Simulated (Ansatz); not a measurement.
# GaAs (F-43m): the equilibrium volume

At what volume is GaAs (F-43m) free of pressure?

Method: DFT PBE, scalar-relativistic, plane waves, PAW, in Ansatz 0.2.0.

### 1 The starting structure

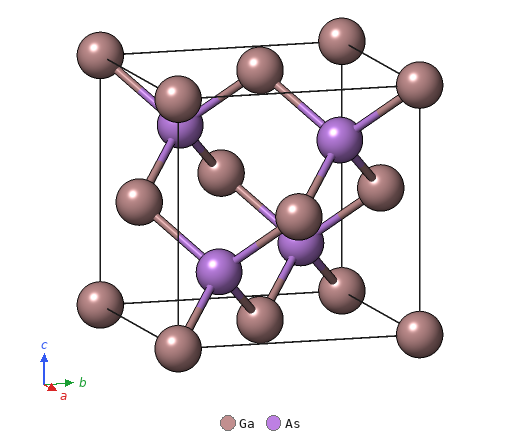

The starting structure, seen slightly off an axis (gallium pink, arsenic purple). Atoms on the faces are drawn again on the opposite ones. The cell drawn here is the conventional one.

Structure file:

```cif
data_structure
_symmetry_space_group_name_H-M 'F-43m'
_symmetry_Int_Tables_number 216
_cell_length_a 5.7502
_cell_length_b 5.7502
_cell_length_c 5.7502
_cell_angle_alpha 90.000
_cell_angle_beta 90.000
_cell_angle_gamma 90.000
_cell_volume 190.13
loop_
_atom_site_label
_atom_site_type_symbol
_atom_site_symmetry_multiplicity
_atom_site_Wyckoff_symbol
_atom_site_fract_x
_atom_site_fract_y
_atom_site_fract_z
_atom_site_occupancy
Ga1 Ga 4 a 0.00000 0.00000 0.00000 1
As1 As 4 d 0.25000 0.25000 0.75000 1
```

### 2 At the starting volume (PBE, 6×6×6 mesh)

input.yaml

```yaml
crystal:
  lattice:
    - [0.0, 2.8750910496, 2.8750910496]
    - [2.8750910496, 0.0, 2.8750910496]
    - [2.8750910496, 2.8750910496, 0.0]
  atoms:
    - { symbol: Ga, position: [0.0, 0.0, 0.0] }
    - { symbol: As, position: [0.25, 0.25, 0.25] }
basis:
  ecutwfc: 420
kpoints:
  mp_grid: { grid: [6, 6, 6] }
hamiltonian:
  xc: pbe
scf:
  occupations: { method: gaussian, width: 0.1 }
output:
  forces: true
  stress: true
  eigenvalues: true
```

Run with:

```
$ ansatz run input.yaml --threads 8 --pin off --max-ram 16384MiB --backend cpu --events-out ev --progress --plain --runs-dir out
```

Log:

```text
Warning: RAYON_NUM_THREADS=8 ignored (pool sized by the plan → 8); use --threads N
Engine: ansatz 0.2.0, aarch64-unknown-linux-gnu
Pseudopotentials: kind: paw
Pseudopotential: Ga, paw, valence charge 13, recommended cutoff 420 eV (normal), Ga.paw.azcp
Pseudopotential: As, paw, valence charge 15, recommended cutoff 420 eV (normal), As.paw.azcp
Functional definition: PBE
  parameter kappa = 0.804
  parameter beta = 0.06672455060314922
  exchange = pbe_x(kappa = kappa, mu = beta*pi^2/3)
  correlation = pbe_c(beta = beta)
Crystal: 2 atoms, lattice volume = 47.532 Å³
Basis set: ecut = 420 eV, 941 PW (Γ), exchange–correlation on 60×60×60 points (8 copies of the dense FFT grid, shifted against one another)
Bands: 18, of which v1, the nominal top of the filled ones, is band 14 counted from 1 (13 counted from 0)
Symmetry: 24 space group operations
Space group: F-43m (ITA 216), of the structure as read, at distance tolerance 3.6e-5 Å
k-points: 16 of 216 (time reversal used)
Non-local potential: Ga, projectors of the file, l = 0: 2, l = 1: 2, l = 2: 3, l = 3: 1
Non-local potential: As, projectors of the file, l = 0: 2, l = 1: 2, l = 2: 3, l = 3: 1
PAW form: soft (Blöchl's): semilocal exchange-correlation on the pseudo side does not see the compensation charge
PAW one-centre angular grid: Ga, 590 points (default); XC on 64 Gauss nodes
PAW one-centre angular grid: As, 590 points (default); XC on 64 Gauss nodes
Initial density: superposition of atomic densities (neutral atoms: chi_scale 0, normalization atom), corrected by the library's trained network
Initial wavefunctions: pseudopotential atomic-orbital guess
Functional: x = pbe(κ = 0.804, μ = 0.2195149727645171), c = pbe(β = 0.06672455060314922)
SCF iter   1: F=—  HF=-8639.836334 eV  |F-HF|=—  |Δ(HF+E_count)|=         —  Δρ=1.54e-3  dr2=1.84e-3  ethr=1.77e-3  ⟨swp⟩=5.6  Hψ=1345  notcnv=0
preconditioner: auto → none  [insulator: Δε(μ)=0.132 eV  Ē_g=15.249 eV  σ=0.100 eV  W_gap=0.62  n_scr=14 (ndim 8)  ℏωp=22.9 eV  f_vac=0.105  D(μ)=0.11/eV (n_scr^D=0)  ε∞_Penn≈3.2]
SCF iter   2: F=—  HF=-8639.835510 eV  |F-HF|=—  |Δ(HF+E_count)|=   8.24e-4  Δρ=7.18e-4  dr2=2.69e-4  ethr=6.59e-6  ⟨swp⟩=2.0  Hψ=561  notcnv=0
SCF iter   3: F=—  HF=-8639.835443 eV  |F-HF|=—  |Δ(HF+E_count)|=   6.72e-5  Δρ=2.40e-4  dr2=3.47e-5  ethr=9.60e-7  ⟨swp⟩=2.0  Hψ=433  notcnv=0
SCF iter   4: F=—  HF=-8639.835461 eV  |F-HF|=—  |Δ(HF+E_count)|=   1.86e-5  Δρ=1.22e-4  dr2=1.02e-5  ethr=1.24e-7  ⟨swp⟩=2.9  Hψ=446  notcnv=0
SCF iter   5: F=—  HF=-8639.835468 eV  |F-HF|=—  |Δ(HF+E_count)|=   6.64e-6  Δρ=3.82e-5  dr2=7.28e-7  ethr=3.64e-8  ⟨swp⟩=2.0  Hψ=353  notcnv=0
SCF iter   6: F=-8639.835468 eV  HF=-8639.835468 eV  |F-HF|=1.18e-9  |Δ(HF+E_count)|=   5.28e-7  Δρ=4.93e-6  dr2=1.91e-8  ethr=3.57e-10  ⟨swp⟩=3.1  Hψ=1232  notcnv=0
SCF 1 converged in 6 iterations: F = -8639.835468 eV  dr2 = 1.91e-8
SCF converged after 6 iterations
Free energy (F): -8639.835468 eV
Harris-Foulkes:  -8639.835468 eV  (|F-HF|=1.18e-9)
Internal energy: -8639.834938 eV  (E = F + TS)
E sigma→0 (E₀):  -8639.835203 eV
Entropy (-TS):   -0.000530 eV (-0.265 meV/atom)
Fermi energy:    7.614365 eV
--- Per-component energies (eV) ---
  E_band       = -327.960276
  E_kinetic    = 218.189595
  E_local      = -3989.321678  (includes V_loc(G=0)·N_el)
  E_nonlocal   = -245.671672
  E_hartree    = 2002.765162
  E_xc         = -147.773402
  E_vxc        = -136.557685  (∫ρ·V_xc dr)
  E_paw        = -3824.576909  (= ΣΔE_a)
  E_vpaw       = -180.131793  (= ΣTr[D̂ρ^β])
  E_aug_tail   = -0.000105  (compensation charges beyond the density's cutoff)
  E_ewald      = -2653.445930
  E_smearing   = -0.000530  (= −TS)
  E_closure    = -0.000000  (closes the sum)
  Σ components = -8639.835468   (vs F -8639.835468, Δ=0.00e0)
--- Forces (eV/Å), atoms counted from 1 ---
  atom   1  Ga     0.00000000     0.00000000     0.00000000
  atom   2  As    -0.00000000     0.00000000     0.00000000
  max |Σ_I F_I| component: 2.04e-16 eV/Å
--- Stress (GPa, compression-positive) ---
       -0.142413       0.000000      -0.000000
        0.000000      -0.142413       0.000000
       -0.000000       0.000000      -0.142413
  P = ⅓ Tr σ = -0.1424 GPa (-1.424 kbar)
--- Band table (eV; the first three rows and the last of 16) ---
  k-point 0: bands = ["-27.5543", "-27.5543", "-27.5543", "-27.5464", "-27.5464", "-7.1924", "-7.1924", "-7.1924", "-7.1255", "-7.1255", "-4.8563", "7.5190", "7.5190", "7.5190", "7.6586", "11.2368", "11.2368", "11.2368"]
  k-point 1: bands = ["-27.5543", "-27.5542", "-27.5542", "-27.5463", "-27.5463", "-7.2103", "-7.1874", "-7.1874", "-7.1256", "-7.1256", "-4.5594", "4.8162", "7.1671", "7.1671", "8.9438", "11.7515", "11.7515", "12.0484"]
  k-point 2: bands = ["-27.5542", "-27.5538", "-27.5538", "-27.5462", "-27.5462", "-7.2426", "-7.1791", "-7.1791", "-7.1241", "-7.1241", "-3.7983", "2.3133", "6.6551", "6.6551", "8.5885", "12.1766", "12.1766", "14.5127"]
  k-point 15: bands = ["-27.5545", "-27.5534", "-27.5529", "-27.5465", "-27.5458", "-7.2780", "-7.1621", "-7.1544", "-7.1376", "-7.1197", "-2.5360", "1.0537", "4.3954", "4.5387", "10.7945", "10.8768", "14.4292", "14.7508"]
```

It took 1 s on 8 threads of Arm Neoverse V2, shared host; peak memory 0.34 GiB.

This gives: volume 23.766 Å³/atom, pressure -0.14 GPa, mesh gap 0.14 eV.

### 3 Relaxing cell and atoms

Edit input.yaml of step 2 so:

```diff
@@ -11,3 +11,3 @@
 kpoints:
-  mp_grid: { grid: [6, 6, 6] }
+  mp_grid: { grid: [10, 10, 10] }
 hamiltonian:
@@ -15,3 +15,3 @@
 scf:
-  occupations: { method: gaussian, width: 0.1 }
+  occupations: { method: gaussian, width: 0.05 }
 output:
@@ -20 +20,10 @@
   eigenvalues: true
+  write_density: true
+  write_potential: true
+  elf: true
+  volumetric_format: npy
+relax:
+  adjacent_minimum: "off"
+  f_tol: 0.005
+  max_steps: 80
+  cell: { stress_tol: 0.05 }
```

Run with:

```
$ ansatz run input.yaml --threads 8 --pin off --max-ram 16384MiB --backend cpu --events-out ev --progress --plain --runs-dir out
```

Log:

```text
Warning: RAYON_NUM_THREADS=8 ignored (pool sized by the plan → 8); use --threads N
[... 9 set-up lines as earlier in the session ...]
Crystal: 2 atoms, lattice volume = 47.532 Å³
Basis set: ecut = 420 eV, 941 PW (Γ), exchange–correlation on 60×60×60 points (8 copies of the dense FFT grid, shifted against one another)
Bands: 18, of which v1, the nominal top of the filled ones, is band 14 counted from 1 (13 counted from 0)
[... 2 set-up lines as earlier in the session ...]
k-points: 47 of 1000 (time reversal used)
[... 8 set-up lines as earlier in the session ...]
SCF iter   1: F=—  HF=-8639.860717 eV  |F-HF|=—  |Δ(HF+E_count)|=         —  Δρ=1.88e-3  dr2=3.02e-3  ethr=1.77e-3  ⟨swp⟩=5.8  Hψ=4088  notcnv=0
preconditioner: auto → none  [insulator: Δε(μ)=0.132 eV  Ē_g=15.250 eV  σ=0.050 eV  W_gap=0.93  n_scr=14 (ndim 8)  ℏωp=22.9 eV  f_vac=0.105  D(μ)=0.01/eV (n_scr^D=0)  ε∞_Penn≈3.2]
SCF iter   2: F=—  HF=-8639.859590 eV  |F-HF|=—  |Δ(HF+E_count)|=   1.13e-3  Δρ=8.81e-4  dr2=3.81e-4  ethr=1.08e-5  ⟨swp⟩=2.0  Hψ=1733  notcnv=0
SCF iter   3: F=—  HF=-8639.859514 eV  |F-HF|=—  |Δ(HF+E_count)|=   7.62e-5  Δρ=2.97e-4  dr2=5.29e-5  ethr=1.36e-6  ⟨swp⟩=2.0  Hψ=1269  notcnv=0
SCF iter   4: F=—  HF=-8639.859536 eV  |F-HF|=—  |Δ(HF+E_count)|=   2.22e-5  Δρ=1.35e-4  dr2=1.19e-5  ethr=1.89e-7  ⟨swp⟩=2.0  Hψ=1214  notcnv=0
SCF iter   5: F=—  HF=-8639.859544 eV  |F-HF|=—  |Δ(HF+E_count)|=   7.82e-6  Δρ=3.27e-5  dr2=5.48e-7  ethr=4.26e-8  ⟨swp⟩=2.0  Hψ=1034  notcnv=0
SCF iter   6: F=-8639.859544 eV  HF=-8639.859544 eV  |F-HF|=9.55e-9  |Δ(HF+E_count)|=   6.55e-7  Δρ=4.88e-6  dr2=1.32e-8  ethr=3.57e-10  ⟨swp⟩=9.3  Hψ=6163  notcnv=0
SCF 1 converged in 6 iterations: F = -8639.859544 eV  dr2 = 1.32e-8
  Residual-converged pass: ⟨swp⟩=1.0  Hψ=1035  notcnv=0  max |occ|·‖R‖ = 7.0e-9 eV (tolerance 1.0e-8 eV)  dr2=1.32e-8  dr2_onsite=2.11e-8  max |Δocc| = 9.2e-11
relax step   1: F+E_penalty+E_count = -8639.85954428 eV  Δ(F+E_penalty+E_count) = +0.000e0 eV  max|allowed force component| = 1.295e-16 eV/Å  Δτ_max = 0.0000 Å  P = -0.158 GPa  Ω = 47.532 Å³  (6 SCF iters, dr2 threshold 1.00e-7 eV, accepted)
Crystal: 2 atoms, lattice volume = 47.428 Å³
Initial density: handed on by an earlier stage of this run
Initial wavefunctions: those handed on with the density
iter 1 solved again at ethr=1.29e-8 eV; its pass at ethr=3.10e-3 eV (dr2=3.60e-6 eV) is discarded
SCF iter   1: F=—  HF=-8639.859624 eV  |F-HF|=—  |Δ(HF+E_count)|=         —  Δρ=7.86e-5  dr2=3.41e-6  ethr=1.29e-8  ⟨swp⟩=2.0  Hψ=4610  notcnv=0
preconditioner: auto → none  [insulator: Δε(μ)=0.158 eV  Ē_g=15.248 eV  σ=0.050 eV  W_gap=0.97  n_scr=14 (ndim 8)  ℏωp=22.9 eV  f_vac=0.094  D(μ)=0.01/eV (n_scr^D=0)  ε∞_Penn≈3.3]
SCF iter   2: F=—  HF=-8639.859625 eV  |F-HF|=—  |Δ(HF+E_count)|=   5.31e-7  Δρ=3.70e-5  dr2=6.50e-7  ethr=1.22e-8  ⟨swp⟩=1.0  Hψ=846  notcnv=0
SCF iter   3: F=-8639.859625 eV  HF=-8639.859625 eV  |F-HF|=2.67e-8  |Δ(HF+E_count)|=   1.42e-7  Δρ=6.24e-6  dr2=2.62e-8  ethr=2.23e-10  ⟨swp⟩=5.9  Hψ=5111  notcnv=0
SCF 2 converged in 3 iterations: F = -8639.859625 eV  dr2 = 2.62e-8
relax step   2: F+E_penalty+E_count = -8639.85962513 eV  Δ(F+E_penalty+E_count) = -8.085e-5 eV  max|allowed force component| = 3.694e-17 eV/Å  Δτ_max = 0.0000 Å  P = -0.026 GPa  Ω = 47.428 Å³  energy of the carried Pulay correction = +2.099e-5 eV  (3 SCF iters, dr2 threshold 6.24e-8 eV, accepted)
Initial wavefunctions: pseudopotential atomic-orbital guess (no wavefunctions were taken with the density)
iter 1 solved again at ethr=2.36e-7 eV; its pass at ethr=3.10e-3 eV (dr2=6.60e-5 eV) is discarded
SCF iter   1: F=—  HF=-8639.859607 eV  |F-HF|=—  |Δ(HF+E_count)|=         —  Δρ=6.05e-6  dr2=2.80e-8  ethr=2.36e-7  ⟨swp⟩=2.7  Hψ=5857  notcnv=0
eigensolver tolerance schedule: the retry pair's looser diagonalisation over-reported the residual by 2359.17 of it (diagonalisation noise at 0.22 of the residual, at the tolerance the schedule requests for it); recorded, not acted on — ethr = c·dr2/N_el stays at c = 1.0e-1
preconditioner: auto → none  [insulator: Δε(μ)=0.158 eV  Ē_g=15.248 eV  σ=0.050 eV  W_gap=0.97  n_scr=14 (ndim 8)  ℏωp=22.9 eV  f_vac=0.095  D(μ)=0.01/eV (n_scr^D=0)  ε∞_Penn≈3.3]
SCF iter   2: F=—  HF=-8639.859606 eV  |F-HF|=—  |Δ(HF+E_count)|=   1.47e-6  Δρ=3.00e-6  dr2=3.45e-9  ethr=9.98e-11  ⟨swp⟩=2.2  Hψ=1517  notcnv=0
SCF iter   3: F=—  HF=-8639.859606 eV  |F-HF|=—  |Δ(HF+E_count)|=  6.86e-10  Δρ=1.64e-6  dr2=9.56e-10  ethr=1.23e-11  ⟨swp⟩=2.0  Hψ=1504  notcnv=0
SCF iter   4: F=—  HF=-8639.859606 eV  |F-HF|=—  |Δ(HF+E_count)|=  8.11e-10  Δρ=6.41e-7  dr2=1.53e-10  ethr=3.41e-12  ⟨swp⟩=2.0  Hψ=1270  notcnv=0
SCF iter   5: F=-8639.859606 eV  HF=-8639.859606 eV  |F-HF|=1.46e-11  |Δ(HF+E_count)|=  9.09e-12  Δρ=1.33e-7  dr2=7.42e-12  ethr=1.00e-12  ⟨swp⟩=4.0  Hψ=4138  notcnv=0
SCF 3 converged in 5 iterations: F = -8639.859606 eV  dr2 = 7.42e-12
relax step   3: F+E_penalty+E_count = -8639.85960597 eV  Δ(F+E_penalty+E_count) = +1.916e-5 eV  max|allowed force component| = 3.643e-17 eV/Å  Δτ_max = 0.0000 Å  P = -0.026 GPa  Ω = 47.428 Å³  stress off target by 2.60e-2 GPa  SCF on the basis re-selected at this cell (its energy is not comparable with the rows above)  (5 SCF iters)
basis re-selected at this cell: Δ(F+E_penalty+E_count) = +1.916e-5 eV, ΔP = -0.000 GPa vs the last step (what re-selecting the basis moved, of the pressure what is left beyond the Pulay correction that the steps carried, after the strain that the cell walked since its last selection, with what the two solves' SCF thresholds leave and, on support functions, any second-order correction that the steps lacked; it is no measure of the basis error at this ecutwfc). This SCF's stress stands 2.60e-2 GPa from its target on what of the cell is left free (relax.cell.stress_tol is 5.00e-2 GPa) and its largest allowed force component is 3.64e-17 eV/Å (relax.f_tol is 5.00e-3 eV/Å): within both
SCF converged after 5 iterations
Free energy (F): -8639.859606 eV
Harris-Foulkes:  -8639.859606 eV  (|F-HF|=1.46e-11)
Internal energy: -8639.859598 eV  (E = F + TS)
E sigma→0 (E₀):  -8639.859602 eV
Entropy (-TS):   -0.000008 eV (-0.004 meV/atom)
Fermi energy:    7.624776 eV
--- Per-component energies (eV) ---
  E_band       = -327.526436
  E_kinetic    = 218.175865
  E_local      = -3985.821194  (includes V_loc(G=0)·N_el)
  E_nonlocal   = -245.767770
  E_hartree    = 2001.188543
  E_xc         = -147.826960
  E_vxc        = -136.620640  (∫ρ·V_xc dr)
  E_paw        = -3824.422248  (= ΣΔE_a)
  E_vpaw       = -179.869624  (= ΣTr[D̂ρ^β])
  E_aug_tail   = -0.000108  (compensation charges beyond the density's cutoff)
  E_ewald      = -2655.385727
  E_smearing   = -0.000008  (= −TS)
  E_closure    = 0.000000  (closes the sum)
  Σ components = -8639.859606   (vs F -8639.859606, Δ=0.00e0)
--- Forces (eV/Å), atoms counted from 1 ---
  atom   1  Ga     0.00000000    -0.00000000    -0.00000000
  atom   2  As    -0.00000000     0.00000000     0.00000000
  max |Σ_I F_I| component: 5.77e-17 eV/Å
--- Stress (GPa, compression-positive) ---
       -0.026037       0.000000      -0.000000
        0.000000      -0.026037       0.000000
        0.000000       0.000000      -0.026037
  P = ⅓ Tr σ = -0.0260 GPa (-0.260 kbar)
--- Band table (eV; the first three rows and the last of 47) ---
  k-point 0: bands = ["-27.5483", "-27.5483", "-27.5483", "-27.5403", "-27.5403", "-7.1642", "-7.1642", "-7.1642", "-7.0966", "-7.0966", "-4.8514", "7.5382", "7.5382", "7.5382", "7.6964", "11.2636", "11.2636", "11.2636"]
  k-point 1: bands = ["-27.5483", "-27.5483", "-27.5483", "-27.5403", "-27.5403", "-7.1714", "-7.1622", "-7.1622", "-7.0967", "-7.0967", "-4.7421", "5.9725", "7.3918", "7.3918", "8.7729", "11.4704", "11.4842", "11.4842"]
  k-point 2: bands = ["-27.5483", "-27.5481", "-27.5481", "-27.5402", "-27.5402", "-7.1890", "-7.1574", "-7.1574", "-7.0966", "-7.0966", "-4.4285", "4.2847", "7.0727", "7.0727", "8.9462", "11.9228", "11.9228", "12.5155"]
  k-point 46: bands = ["-27.5483", "-27.5476", "-27.5469", "-27.5404", "-27.5398", "-7.2491", "-7.1361", "-7.1262", "-7.1068", "-7.0921", "-2.5170", "1.0977", "4.2972", "4.4704", "11.4351", "11.4395", "13.6884", "14.1272"]
--- Relaxed structure (2 steps of the walk, 2 accepted, 1 SCFs on fresh bases) ---
  F+E_penalty+E_count = -8639.85960597 eV   max|allowed force component| = 3.643e-17 eV/Å   (the final SCF, on the basis selected at the relaxed cell)
  cell:  # Å, volume = 47.4278 Å³
    - [5.095372032895589e-34, 2.8729907546634372, 2.8729907546634372]
    - [2.8729907546634372, 3.668667863684825e-33, 2.8729907546634372]
    - [2.8729907546634372, 2.8729907546634372, 2.496732296118839e-33]
  atoms:
    - { symbol: Ga, position: [-6.419563177409228e-34, 5.972984869415543e-34, 6.53120775440765e-34] }
    - { symbol: As, position: [0.24999999999999997, 0.24999999999999997, 0.24999999999999997] }
```

It took 2.4 s on 8 threads of Arm Neoverse V2, shared host; peak memory 0.42 GiB.

Step by step:

```
step  energy from step 1 (meV/atom)  largest force component (eV/Å)  pressure (GPa)  volume (Å³/atom)
   1                            0.0                           0.000           -0.16            23.766
   2                            0.0                           0.000           -0.03            23.714
   3                            0.0                           0.000           -0.03            23.714
```

Step 1 is the start. Step 3 repeats the geometry before it on a plane-wave basis chosen anew for the final cell, which leaves the energy as it was. The run keeps the 24 symmetry operations that it found, so it can't reach a distortion that breaks them.

Result: volume 23.714 Å³/atom, pressure -0.03 GPa, gap on the mesh 0.16 eV.

### 4 Summary of results

```
         quantity                                                                      value
           volume                                                             23.714 Å³/atom
         pressure                                                                  -0.03 GPa
conventional cell  a = 5.746 Å, b = 5.746 Å, c = 5.746 Å, α = 90.00°, β = 90.00°, γ = 90.00°
  gap on the mesh                                                                    0.16 eV
```

In words: The volume stayed near 23.71 Å³/atom, where the pressure is zero within 0.03 GPa.
